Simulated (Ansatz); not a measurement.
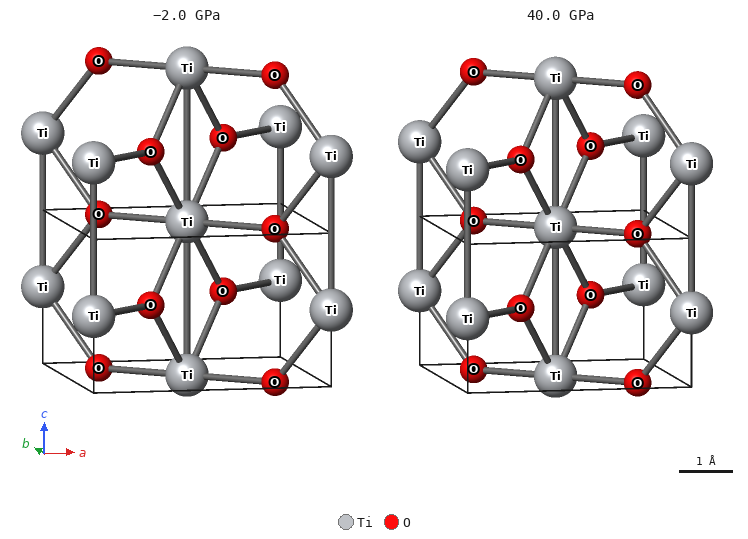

Solid TiO2 (set up in P4_2/mnm), relaxed (cell and atoms) at several target pressures. The picture shows the first and the last member. A ball-and-stick model of the cell of the calculation, repeated 1 × 1 × 2 with one cell outlined, seen slightly off an axis.

Computed with Ansatz 0.2.0: DFT PBE, scalar-relativistic, plane waves, PAW. (plane-wave cutoff 420 eV; k-point mesh 6 × 6 × 10; occupations gaussian; smearing width 0.02 eV; no spin polarisation; cell and atoms relaxed; force threshold 0.008 eV/Å)

| pressure (GPa) | volume (Å³/atom) | a (Å) | c (Å) | band gap (eV) |
| --- | --- | --- | --- | --- |
| −2.0 | 10.760 | 4.663 | 2.969 | 1.86 |
| 0.0 | 10.650 | 4.643 | 2.964 | 1.86 |
| 2.0 | 10.549 | 4.625 | 2.959 | 1.86 |
| 5.0 | 10.407 | 4.599 | 2.952 | 1.87 |
| 10.0 | ? | ? | ? | ? |
| 20.0 | 9.829 | 4.496 | 2.917 | 1.94 |
| 40.0 | 9.264 | 4.394 | 2.879 | 2.05 |

### One row is withheld. What does the calculation give there?

Murnaghan's form V = V₀(1 + B′P/B₀)^(−1/B′), with V₀ = 10.650 Å³ from the row at zero pressure, fits the other rows with B₀ = 206 GPa and B′ = 4.51 (largest miss 0.004 Å³). At 10.0 GPa it gives 10.650 × (1 + 4.51 × 10.0/206)^(−1/4.51) = 10.193 Å³ per atom. The calculation gives 10.193 Å³/atom (a = 4.561 Å, c = 2.940 Å). The estimate is right to the digits shown. For the gap a parabola through the rows 0.0, 2.0, 5.0 gives 1.91 eV, and the calculation 1.89 eV (semilocal gaps, lower than measured ones as a rule). From the first member to the last: O–Ti 2.015 → 1.875 Å, Ti–Ti 2.969 → 2.879 Å, O–Ti 1.961 → 1.895 Å.

The whole series:

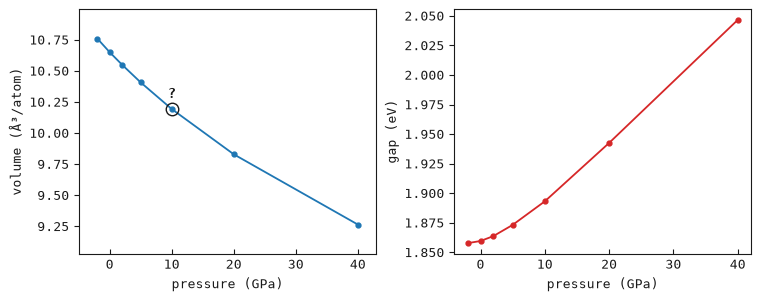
